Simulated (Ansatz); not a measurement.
# Os(0001) with 2 layers of random Os-Au, 2x2: scattering by chemical disorder, part 2 of 2

How strongly does chemical disorder scatter in Os(0001) with 2 layers of random Os-Au, 2x2?

Ansatz 0.2.0; Ansatz plane-wave DFT, PBE, PAW files; ballistic transport by layer matching (Landauer), zero bias; PAW set soft_1.

So far. Step 2 (With 2 alloy layers): Over the solved energies the transmission per spin lies between 2.92 and 3.38, out of 4.53 channels of the lead on average (up to 4.74).

## 3. With 6 alloy layers

System of this step: Os(0001) with 6 layers of random Os-Au, 2x2. The cell holds 64 atoms: 61 Os and 3 Au. Its edges and angles: a = 5.468 Å, b = 5.468 Å, c = 34.558 Å, α = 90.0°, β = 90.0°, γ = 120.0°. It derives from Os. Regions: lead, 40 atoms (40 Os); scattering region, 24 atoms (21 Os and 3 Au). The structure is stacked along c, and the current runs across the ab planes.

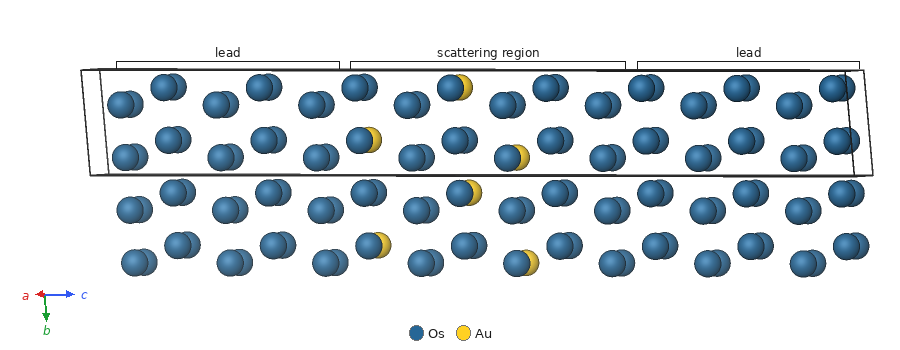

The cell of this step (osmium blue, gold yellow). 1×2×1 cells are drawn.

The input, input.yaml:

```yaml
crystal:
  lattice:
    - [5.4682, 0.0, 0.0]
    - [-2.7341, 4.735600113, 0.0]
    - [0.0, 0.0, 34.5576]
  atoms:
    - { symbol: Os, position: [0.1666666667, 0.3333333333, 0.03125] }
    - { symbol: Os, position: [0.1666666667, 0.8333333333, 0.03125] }
    - { symbol: Os, position: [0.6666666667, 0.3333333333, 0.03125] }
    - { symbol: Os, position: [0.6666666667, 0.8333333333, 0.03125] }
    - { symbol: Os, position: [0.3333333333, 0.1666666667, 0.09375] }
    - { symbol: Os, position: [0.3333333333, 0.6666666667, 0.09375] }
    - { symbol: Os, position: [0.8333333333, 0.1666666667, 0.09375] }
    - { symbol: Os, position: [0.8333333333, 0.6666666667, 0.09375] }
    - { symbol: Os, position: [0.1666666667, 0.3333333333, 0.15625] }
    - { symbol: Os, position: [0.1666666667, 0.8333333333, 0.15625] }
    - { symbol: Os, position: [0.6666666667, 0.3333333333, 0.15625] }
    - { symbol: Os, position: [0.6666666667, 0.8333333333, 0.15625] }
    - { symbol: Os, position: [0.3333333333, 0.1666666667, 0.21875] }
    - { symbol: Os, position: [0.3333333333, 0.6666666667, 0.21875] }
    - { symbol: Os, position: [0.8333333333, 0.1666666667, 0.21875] }
    - { symbol: Os, position: [0.8333333333, 0.6666666667, 0.21875] }
    - { symbol: Os, position: [0.1666666667, 0.3333333333, 0.28125] }
    - { symbol: Os, position: [0.1666666667, 0.8333333333, 0.28125] }
    - { symbol: Os, position: [0.6666666667, 0.3333333333, 0.28125] }
    - { symbol: Os, position: [0.6666666667, 0.8333333333, 0.28125] }
    - { symbol: Os, position: [0.3333333333, 0.1666666667, 0.34375] }
    - { symbol: Au, position: [0.3333333333, 0.6666666667, 0.34375] }
    - { symbol: Os, position: [0.8333333333, 0.1666666667, 0.34375] }
    - { symbol: Os, position: [0.8333333333, 0.6666666667, 0.34375] }
    - { symbol: Os, position: [0.1666666667, 0.3333333333, 0.40625] }
    - { symbol: Os, position: [0.1666666667, 0.8333333333, 0.40625] }
    - { symbol: Os, position: [0.6666666667, 0.3333333333, 0.40625] }
    - { symbol: Os, position: [0.6666666667, 0.8333333333, 0.40625] }
    - { symbol: Au, position: [0.3333333333, 0.1666666667, 0.46875] }
    - { symbol: Os, position: [0.3333333333, 0.6666666667, 0.46875] }
    - { symbol: Os, position: [0.8333333333, 0.1666666667, 0.46875] }
    - { symbol: Os, position: [0.8333333333, 0.6666666667, 0.46875] }
    - { symbol: Os, position: [0.1666666667, 0.3333333333, 0.53125] }
    - { symbol: Au, position: [0.1666666667, 0.8333333333, 0.53125] }
    - { symbol: Os, position: [0.6666666667, 0.3333333333, 0.53125] }
    - { symbol: Os, position: [0.6666666667, 0.8333333333, 0.53125] }
    - { symbol: Os, position: [0.3333333333, 0.1666666667, 0.59375] }
    - { symbol: Os, position: [0.3333333333, 0.6666666667, 0.59375] }
    - { symbol: Os, position: [0.8333333333, 0.1666666667, 0.59375] }
    - { symbol: Os, position: [0.8333333333, 0.6666666667, 0.59375] }
    - { symbol: Os, position: [0.1666666667, 0.3333333333, 0.65625] }
    - { symbol: Os, position: [0.1666666667, 0.8333333333, 0.65625] }
    - { symbol: Os, position: [0.6666666667, 0.3333333333, 0.65625] }
    - { symbol: Os, position: [0.6666666667, 0.8333333333, 0.65625] }
    - { symbol: Os, position: [0.3333333333, 0.1666666667, 0.71875] }
    - { symbol: Os, position: [0.3333333333, 0.6666666667, 0.71875] }
    - { symbol: Os, position: [0.8333333333, 0.1666666667, 0.71875] }
    - { symbol: Os, position: [0.8333333333, 0.6666666667, 0.71875] }
    - { symbol: Os, position: [0.1666666667, 0.3333333333, 0.78125] }
    - { symbol: Os, position: [0.1666666667, 0.8333333333, 0.78125] }
    - { symbol: Os, position: [0.6666666667, 0.3333333333, 0.78125] }
    - { symbol: Os, position: [0.6666666667, 0.8333333333, 0.78125] }
    - { symbol: Os, position: [0.3333333333, 0.1666666667, 0.84375] }
    - { symbol: Os, position: [0.3333333333, 0.6666666667, 0.84375] }
    - { symbol: Os, position: [0.8333333333, 0.1666666667, 0.84375] }
    - { symbol: Os, position: [0.8333333333, 0.6666666667, 0.84375] }
    - { symbol: Os, position: [0.1666666667, 0.3333333333, 0.90625] }
    - { symbol: Os, position: [0.1666666667, 0.8333333333, 0.90625] }
    - { symbol: Os, position: [0.6666666667, 0.3333333333, 0.90625] }
    - { symbol: Os, position: [0.6666666667, 0.8333333333, 0.90625] }
    - { symbol: Os, position: [0.3333333333, 0.1666666667, 0.96875] }
    - { symbol: Os, position: [0.3333333333, 0.6666666667, 0.96875] }
    - { symbol: Os, position: [0.8333333333, 0.1666666667, 0.96875] }
    - { symbol: Os, position: [0.8333333333, 0.6666666667, 0.96875] }
kpoints:
  mp_grid: { grid: [5, 5, 1] }
hamiltonian:
  xc: pbe
  pseudopotentials: { kind: paw, azcp: { folder: soft_1 } }
scf:
  occupations: { method: fermi_dirac, width: 0.1 }
output:
  transmission:
    leads: [[0, 8]]
    kmesh: [10, 10]
    e_range: [-0.05, 0.05]
    de: 0.05
  write_potential: true
  write_density: true
  volumetric_format: npy
```

Run with:

```
$ ansatz run input.yaml --threads 4 --pin off --max-ram 15360MiB --backend cpu --events-out ev --progress --plain --runs-dir out
```

Numbers of over 12 decimals in the logs are rounded to 6 here.

Output:

```text
[...]
Crystal: 64 atoms, lattice volume = 894.876 Å³
Basis set: ecut = 420 eV, 17377 PW (Γ)
Bands: 620, of which v1, the nominal top of the filled ones, is band 517 counted from 1 (516 counted from 0)
Symmetry: 1 space group operations
[...]
k-points: 13 of 25 (time reversal used)
[...]
SCF iter   1: F=—  HF=-734038.984190 eV  |F-HF|=—  |Δ(HF+E_count)|=         —  Δρ=1.56e-1  dr2=1.52e3  ethr=3.10e-3  ⟨swp⟩=5.2  Hψ=26754  notcnv=0  defer=78
[...]
SCF iter  12: F=-733986.823511 eV  HF=-733986.823511 eV  |F-HF|=1.23e-8  |Δ(HF+E_count)|=   1.39e-8  Δρ=3.01e-7  dr2=1.29e-8  ethr=9.68e-12  ⟨swp⟩=9.3  Hψ=18409  notcnv=0
SCF 1 converged in 12 iterations: F = -733986.823511 eV  dr2 = 1.29e-8
[...]
transmission: 334 of 3328 steps passed
transmission: 666 of 3328 steps passed
[...]
transmission: 3328 of 3328 steps passed
SCF converged after 12 iterations
Free energy (F): -733986.823511 eV
[...]
Internal energy: -733985.290095 eV  (E = F + TS)
E sigma→0 (E₀):  -733986.056803 eV
Entropy (-TS):   -1.533416 eV (-23.960 meV/atom)
Fermi energy:    26.145800 eV
[...]
--- Band table (eV; the first three rows and the last of 13) ---
  k-point 0: bands = [... 513 lower, 26.7412, 26.7469, 26.7717, 26.8051, 26.8243, 26.8261, 26.9010, 26.9480, ... 99 higher]
  k-point 1: bands = [... 513 lower, 26.5071, 26.5208, 26.5810, 26.6213, 26.6770, 26.7370, 26.7992, 26.8309, ... 99 higher]
  k-point 2: bands = [... 513 lower, 25.9118, 25.9360, 25.9637, 26.0013, 26.0645, 26.1124, 26.1400, 26.1673, ... 99 higher]
  k-point 12: bands = [... 513 lower, 26.0201, 26.0509, 26.1079, 26.1952, 26.2227, 26.2386, 26.2837, 26.3048, ... 99 higher]
--- Transmission ---
  basis      : 223 plane waves across, 64 finite elements along
  points     : 52, standing for a mesh of 10 x 10
[...]
channels       : 4.550000e0 a spin
[...]
junction   : crystal 0 to crystal 0, -1.46 to 28.78 Å
    transmission   : 2.236939e0 a spin
[...]
```

Elapsed: 22 min, on 4 threads of Arm Neoverse V1, shared host; peak memory 11 GiB.

This step gave:

| Quantity | Value |
| --- | --- |
| free energy | -733986.8235 eV |
| energy at zero smearing | -733986.0568 eV |
| Fermi energy | 26.15 eV |
| transmission per spin nearest the Fermi level | 2.237 |
| open channels per spin nearest the Fermi level | 4.55 |
| step of the lead's potential | 7.5 meV |

Per spin. The transmission, zone mean by energy, zero at the Fermi level:

| energy (eV) | transmission, zone mean |
| --- | --- |
| -0.0500 | 2.32 |
| 0.0000 | 2.24 |
| 0.0500 | 2.19 |

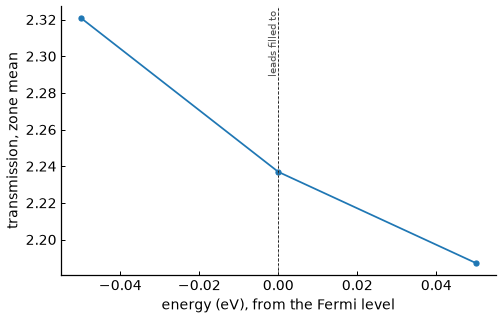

Transmission, zone mean, plotted against energy.

Over the solved energies the transmission per spin lies between 2.19 and 2.32, out of 4.53 channels of the lead on average (up to 4.55).

## 4. With 10 alloy layers

System of this step: Os(0001) with 10 layers of random Os-Au, 2x2. The cell holds 80 atoms: 75 Os and 5 Au. Cell: a = 5.468 Å, b = 5.468 Å, c = 43.197 Å, α = 90.0°, β = 90.0°, γ = 120.0°. It derives from Os. Regions: lead, 40 atoms (40 Os); scattering region, 40 atoms (35 Os and 5 Au). The structure is stacked along c, and the current runs across the ab planes.

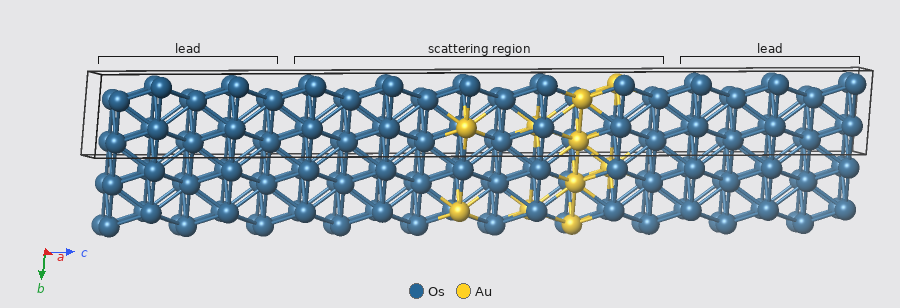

The cell of this step (osmium blue, gold yellow). 1×2×1 cells are drawn.

The input, input.yaml:

```yaml
crystal:
  lattice:
    - [5.4682, 0.0, 0.0]
    - [-2.7341, 4.735600113, 0.0]
    - [0.0, 0.0, 43.197]
  atoms:
    - { symbol: Os, position: [0.1666666667, 0.3333333333, 0.025] }
    - { symbol: Os, position: [0.1666666667, 0.8333333333, 0.025] }
    - { symbol: Os, position: [0.6666666667, 0.3333333333, 0.025] }
    - { symbol: Os, position: [0.6666666667, 0.8333333333, 0.025] }
    - { symbol: Os, position: [0.3333333333, 0.1666666667, 0.075] }
    - { symbol: Os, position: [0.3333333333, 0.6666666667, 0.075] }
    - { symbol: Os, position: [0.8333333333, 0.1666666667, 0.075] }
    - { symbol: Os, position: [0.8333333333, 0.6666666667, 0.075] }
    - { symbol: Os, position: [0.1666666667, 0.3333333333, 0.125] }
    - { symbol: Os, position: [0.1666666667, 0.8333333333, 0.125] }
    - { symbol: Os, position: [0.6666666667, 0.3333333333, 0.125] }
    - { symbol: Os, position: [0.6666666667, 0.8333333333, 0.125] }
    - { symbol: Os, position: [0.3333333333, 0.1666666667, 0.175] }
    - { symbol: Os, position: [0.3333333333, 0.6666666667, 0.175] }
    - { symbol: Os, position: [0.8333333333, 0.1666666667, 0.175] }
    - { symbol: Os, position: [0.8333333333, 0.6666666667, 0.175] }
    - { symbol: Os, position: [0.1666666667, 0.3333333333, 0.225] }
    - { symbol: Os, position: [0.1666666667, 0.8333333333, 0.225] }
    - { symbol: Os, position: [0.6666666667, 0.3333333333, 0.225] }
    - { symbol: Os, position: [0.6666666667, 0.8333333333, 0.225] }
    - { symbol: Os, position: [0.3333333333, 0.1666666667, 0.275] }
    - { symbol: Os, position: [0.3333333333, 0.6666666667, 0.275] }
    - { symbol: Os, position: [0.8333333333, 0.1666666667, 0.275] }
    - { symbol: Os, position: [0.8333333333, 0.6666666667, 0.275] }
    - { symbol: Os, position: [0.1666666667, 0.3333333333, 0.325] }
    - { symbol: Os, position: [0.1666666667, 0.8333333333, 0.325] }
    - { symbol: Os, position: [0.6666666667, 0.3333333333, 0.325] }
    - { symbol: Os, position: [0.6666666667, 0.8333333333, 0.325] }
    - { symbol: Os, position: [0.3333333333, 0.1666666667, 0.375] }
    - { symbol: Os, position: [0.3333333333, 0.6666666667, 0.375] }
    - { symbol: Os, position: [0.8333333333, 0.1666666667, 0.375] }
    - { symbol: Os, position: [0.8333333333, 0.6666666667, 0.375] }
    - { symbol: Os, position: [0.1666666667, 0.3333333333, 0.425] }
    - { symbol: Os, position: [0.1666666667, 0.8333333333, 0.425] }
    - { symbol: Os, position: [0.6666666667, 0.3333333333, 0.425] }
    - { symbol: Os, position: [0.6666666667, 0.8333333333, 0.425] }
    - { symbol: Os, position: [0.3333333333, 0.1666666667, 0.475] }
    - { symbol: Os, position: [0.3333333333, 0.6666666667, 0.475] }
    - { symbol: Os, position: [0.8333333333, 0.1666666667, 0.475] }
    - { symbol: Au, position: [0.8333333333, 0.6666666667, 0.475] }
    - { symbol: Os, position: [0.1666666667, 0.3333333333, 0.525] }
    - { symbol: Os, position: [0.1666666667, 0.8333333333, 0.525] }
    - { symbol: Os, position: [0.6666666667, 0.3333333333, 0.525] }
    - { symbol: Os, position: [0.6666666667, 0.8333333333, 0.525] }
    - { symbol: Os, position: [0.3333333333, 0.1666666667, 0.575] }
    - { symbol: Au, position: [0.3333333333, 0.6666666667, 0.575] }
    - { symbol: Os, position: [0.8333333333, 0.1666666667, 0.575] }
    - { symbol: Os, position: [0.8333333333, 0.6666666667, 0.575] }
    - { symbol: Os, position: [0.1666666667, 0.3333333333, 0.625] }
    - { symbol: Os, position: [0.1666666667, 0.8333333333, 0.625] }
    - { symbol: Au, position: [0.6666666667, 0.3333333333, 0.625] }
    - { symbol: Au, position: [0.6666666667, 0.8333333333, 0.625] }
    - { symbol: Au, position: [0.3333333333, 0.1666666667, 0.675] }
    - { symbol: Os, position: [0.3333333333, 0.6666666667, 0.675] }
    - { symbol: Os, position: [0.8333333333, 0.1666666667, 0.675] }
    - { symbol: Os, position: [0.8333333333, 0.6666666667, 0.675] }
    - { symbol: Os, position: [0.1666666667, 0.3333333333, 0.725] }
    - { symbol: Os, position: [0.1666666667, 0.8333333333, 0.725] }
    - { symbol: Os, position: [0.6666666667, 0.3333333333, 0.725] }
    - { symbol: Os, position: [0.6666666667, 0.8333333333, 0.725] }
    - { symbol: Os, position: [0.3333333333, 0.1666666667, 0.775] }
    - { symbol: Os, position: [0.3333333333, 0.6666666667, 0.775] }
    - { symbol: Os, position: [0.8333333333, 0.1666666667, 0.775] }
    - { symbol: Os, position: [0.8333333333, 0.6666666667, 0.775] }
    - { symbol: Os, position: [0.1666666667, 0.3333333333, 0.825] }
    - { symbol: Os, position: [0.1666666667, 0.8333333333, 0.825] }
    - { symbol: Os, position: [0.6666666667, 0.3333333333, 0.825] }
    - { symbol: Os, position: [0.6666666667, 0.8333333333, 0.825] }
    - { symbol: Os, position: [0.3333333333, 0.1666666667, 0.875] }
    - { symbol: Os, position: [0.3333333333, 0.6666666667, 0.875] }
    - { symbol: Os, position: [0.8333333333, 0.1666666667, 0.875] }
    - { symbol: Os, position: [0.8333333333, 0.6666666667, 0.875] }
    - { symbol: Os, position: [0.1666666667, 0.3333333333, 0.925] }
    - { symbol: Os, position: [0.1666666667, 0.8333333333, 0.925] }
    - { symbol: Os, position: [0.6666666667, 0.3333333333, 0.925] }
    - { symbol: Os, position: [0.6666666667, 0.8333333333, 0.925] }
    - { symbol: Os, position: [0.3333333333, 0.1666666667, 0.975] }
    - { symbol: Os, position: [0.3333333333, 0.6666666667, 0.975] }
    - { symbol: Os, position: [0.8333333333, 0.1666666667, 0.975] }
    - { symbol: Os, position: [0.8333333333, 0.6666666667, 0.975] }
kpoints:
  mp_grid: { grid: [5, 5, 1] }
hamiltonian:
  xc: pbe
  pseudopotentials: { kind: paw, azcp: { folder: soft_1 } }
scf:
  occupations: { method: fermi_dirac, width: 0.1 }
output:
  transmission:
    leads: [[0, 8]]
    kmesh: [10, 10]
    e_range: [-0.05, 0.05]
    de: 0.05
  write_potential: true
  write_density: true
  volumetric_format: npy
```

Output:

```text
[...]
Crystal: 80 atoms, lattice volume = 1118.595 Å³
Basis set: ecut = 420 eV, 21739 PW (Γ)
Bands: 777, of which v1, the nominal top of the filled ones, is band 648 counted from 1 (647 counted from 0)
Symmetry: 1 space group operations
[...]
k-points: 13 of 25 (time reversal used)
[...]
SCF iter   1: F=—  HF=-919767.499622 eV  |F-HF|=—  |Δ(HF+E_count)|=         —  Δρ=1.72e-1  dr2=4.45e3  ethr=3.10e-3  ⟨swp⟩=5.5  Hψ=33727  notcnv=0  defer=105
[...]
SCF iter  12: F=-919687.830674 eV  HF=-919687.830674 eV  |F-HF|=5.05e-8  |Δ(HF+E_count)|=   1.73e-8  Δρ=6.29e-7  dr2=5.21e-8  ethr=7.72e-12  ⟨swp⟩=10.2  Hψ=26394  notcnv=0
SCF 1 converged in 12 iterations: F = -919687.830674 eV  dr2 = 5.21e-8
[...]
transmission: 417 of 4160 steps passed
transmission: 832 of 4160 steps passed
[...]
transmission: 4160 of 4160 steps passed
SCF converged after 12 iterations
Free energy (F): -919687.830674 eV
[...]
Internal energy: -919685.965991 eV  (E = F + TS)
E sigma→0 (E₀):  -919686.898332 eV
Entropy (-TS):   -1.864682 eV (-23.309 meV/atom)
Fermi energy:    26.166904 eV
[...]
--- Band table (eV; the first three rows and the last of 13) ---
  k-point 0: bands = [... 644 lower, 26.7073, 26.7288, 26.7418, 26.7508, 26.7619, 26.7886, 26.8367, 26.8451, ... 125 higher]
  k-point 1: bands = [... 644 lower, 26.4306, 26.5027, 26.5357, 26.5719, 26.6434, 26.7004, 26.7634, 26.8088, ... 125 higher]
  k-point 2: bands = [... 644 lower, 25.9226, 25.9421, 25.9681, 25.9779, 25.9831, 26.0221, 26.0526, 26.0887, ... 125 higher]
  k-point 12: bands = [... 644 lower, 26.0901, 26.1101, 26.1958, 26.2051, 26.2288, 26.2432, 26.2882, 26.2930, ... 125 higher]
--- Transmission ---
  basis      : 223 plane waves across, 80 finite elements along
  points     : 52, standing for a mesh of 10 x 10
[...]
channels       : 4.550000e0 a spin
[...]
junction   : crystal 0 to crystal 0, 3.62 to 42.50 Å
    transmission   : 1.726466e0 a spin
[...]
```

Elapsed: 33 min, on 4 threads; peak memory 8.8 GiB.

Numbers from this step:

| Item | Value |
| --- | --- |
| free energy | -919687.8307 eV |
| energy at zero smearing | -919686.8983 eV |
| Fermi energy | 26.17 eV |
| transmission per spin nearest the Fermi level | 1.726 |
| step of the lead's potential | 5.1 meV |

Per spin. Transmission, zone mean against energy, zero at the Fermi level:

| energy (eV) | transmission, zone mean |
| --- | --- |
| -0.0500 | 1.76 |
| 0.0000 | 1.73 |
| 0.0500 | 1.70 |

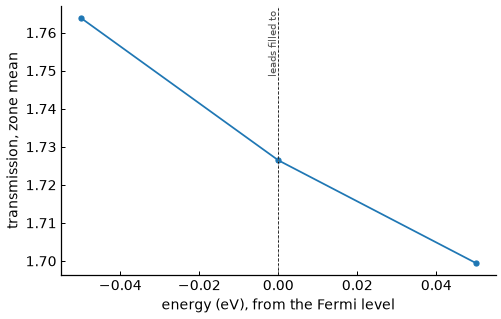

Transmission, zone mean, plotted against energy.

Over the solved energies the transmission per spin lies between 1.70 and 1.76, out of 4.53 channels of the lead on average (up to 4.55).

## 5. The fit

This step: Ansatz plane-wave DFT, PBE, PAW files; ballistic transport by layer matching (Landauer), zero bias; residual resistivity from the slope of the area resistance, atoms on the host's lattice; PAW set soft_1 (Ansatz 0.2.0).

Numbers from this step:

```yaml
resistivity: 50.45 µΩ cm
intercept: 0.1019 fΩ m²
scatter_about_the_fit: 0.004531 fΩ m²
```

Resistance, by row:

| run | length (Å) | T | channels N | RA (fΩ m²) |
| --- | --- | --- | --- | --- |
| n2 | 4.32 | 3.152 | 4.533 | 0.323 |
| n6 | 12.96 | 2.248 | 4.533 | 0.7492 |
| n10 | 21.6 | 1.73 | 4.533 | 1.195 |

Area resistance against length of the alloy:

| length of the alloy (Å) | area resistance (fΩ m²) |
| --- | --- |
| 4.32 | 0.323 |
| 12.96 | 0.749 |
| 21.60 | 1.19 |

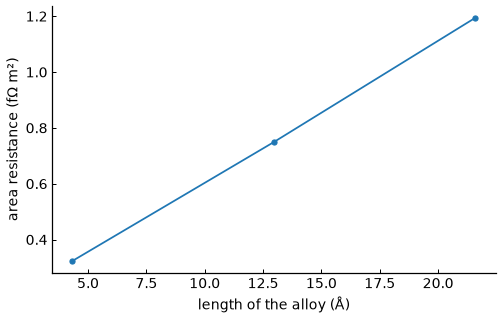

Area resistance, plotted against length of the alloy.

The area resistance goes from 0.32 to 1.2 fΩ m² between 4.3 and 21.6 Å, a slope of 50 µΩ cm.

By hand from the end points: (1.195 − 0.3230) fΩ m² / (21.60 − 4.32) Å = 50 µΩ cm, since 1 fΩ m² per Å is 1000 µΩ cm.

## 6. What came out

| Quantity | Value |
| --- | --- |
| resistivity from the slope | 50.4 µΩ cm |
| area resistance over 4.32 Å | 0.323 fΩ m² |
| area resistance over 13.0 Å | 0.749 fΩ m² |
| area resistance over 21.6 Å | 1.19 fΩ m² |

**Reading.** The slope gives 50 µΩ cm. The points scatter by 0.0045 fΩ m² about the line, with one random draw a length in a 2x2 cell, so the slope is a rough value. Read with a model of isotropic scattering on a spherical Fermi surface and the lead's 1.4×10¹⁵ S/m², this slope means a mean free path near 11 Å; over these lengths the model's slope is within 3 % of its bulk resistivity. The draw over the shortest length came out nearly ordered, with 12 symmetry operations, so that point is a poor sample of a random alloy. The atoms sit on the host's lattice, so scattering by size misfit is left out. Spin-orbit coupling is left out, which matters for Au and Os.

[Logs are printed without paths, hosts, clocks, repeated set-up lines and the standing remarks that a program may print on its own settings, such as how far it seeks lower states.]

[Hosts, paths, dates, database ids (printed as entryN), source tags and the programs' standing remarks are cut or masked in the printed files.]
